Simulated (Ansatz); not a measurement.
This input was run:

```
crystal:
  lattice:
    - [4.5800274998, 0.0, 0.0]
    - [0.0, 4.5800274998, 0.0]
    - [0.0, 0.0, 4.5800274998]
  atoms:
    - { symbol: La, position: [0.0, 0.0, 0.0] }
    - { symbol: La, position: [0.5, 0.5, 0.5] }
    - { symbol: O, position: [0.0, 0.5, 0.5] }
    - { symbol: O, position: [0.5, 0.0, 0.5] }
    - { symbol: O, position: [0.5, 0.5, 0.0] }
basis:
  ecutwfc: 420
kpoints:
  mp_grid: { grid: [8, 8, 8] }
  band_path:
    path:
      - [[0.0, 0.0, 0.0], [0.0, 0.5, 0.0], [0.5, 0.5, 0.0], [0.0, 0.0, 0.0], [0.5, 0.5, 0.5], [0.0, 0.5, 0.0]]
      - [[0.5, 0.5, 0.5], [0.5, 0.5, 0.0]]
    npoints: 14
hamiltonian:
  xc: pbe
scf:
  occupations: { method: gaussian, width: 0.02 }
  n_extra_bands: 12
output:
  forces: true
  stress: true
  eigenvalues: true
  populations: true
  dos: { projected: true, de: 0.02, nscf_kmesh: { grid: [12, 12, 12] } }
  bader: true
  write_density: true
  write_potential: true
  elf: true
  volumetric_format: npy
```

Launched with:
```bash
ansatz run input.yaml --threads 1 --pin off --max-ram 2048MiB --backend cpu --events-out ev --progress --plain --runs-dir out
```

What will the band structure look like? The path is Γ–X–M–Γ–R–X|R–M.

The bands leave a gap. The gap along this path is 0.51 eV, from the valence-band top at Γ to the conduction-band bottom at X; the smallest direct gap, at X, is only slightly larger at 0.54 eV. Three bands meet at the valence-band top at Γ: it is triply degenerate (spin aside). The top valence band spans 1.4 eV and the lowest conduction band 0.1 eV; the flat conduction band points to heavy, poorly mobile electrons. The direct gaps are 0.54 eV at X, 0.56 eV at M and 1.73 eV at R.

The structure is an invented one, so it need not be a known or stable phase.

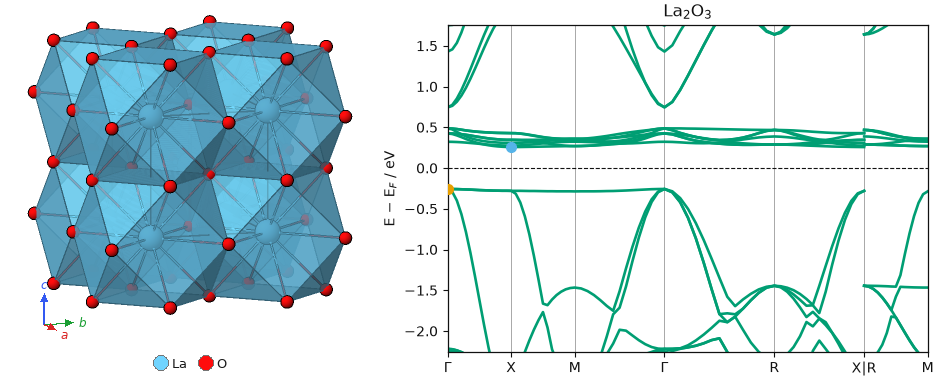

Band structure, beside the structure. Energies are counted from the Fermi level.
